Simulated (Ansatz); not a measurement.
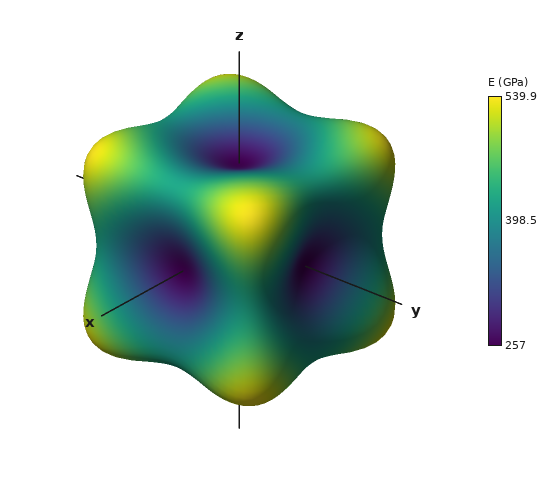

The picture above shows the Young's modulus as a surface whose radius and colour give its value in each direction for GaN, space group Fm-3m (No. 225) (cell built by us, not taken from a database).

Starting cell:
```
CELL_PARAMETERS angstrom
0.00000 2.10390 2.10390
2.10390 0.00000 2.10390
2.10390 2.10390 0.00000
ATOMIC_POSITIONS crystal
Ga 0.00000 0.00000 0.00000
N 0.50000 0.50000 0.50000
```

How it was computed, with Ansatz 0.2.0: elastic stress-strain coefficients at zero temperature from small strains of the given cell, Voigt order xx yy zz yz xz xy, Cartesian axes of the cell vectors; plane waves with PAW datasets, Γ-centred k mesh. Level: PBE0, no spin polarisation.

wave cutoff 420 eV; k mesh 8×8×8; occupations fixed; ions relaxed; strain amplitude 0.002.

### Between which limits does E lie over all directions?

Over all directions E runs from 257 to 540 GPa, a ratio of 2.1.

### What is E along the Cartesian axes and along their diagonal?

E is 257 GPa along x, y and z alike, and 540 GPa along the body diagonal x + y + z.
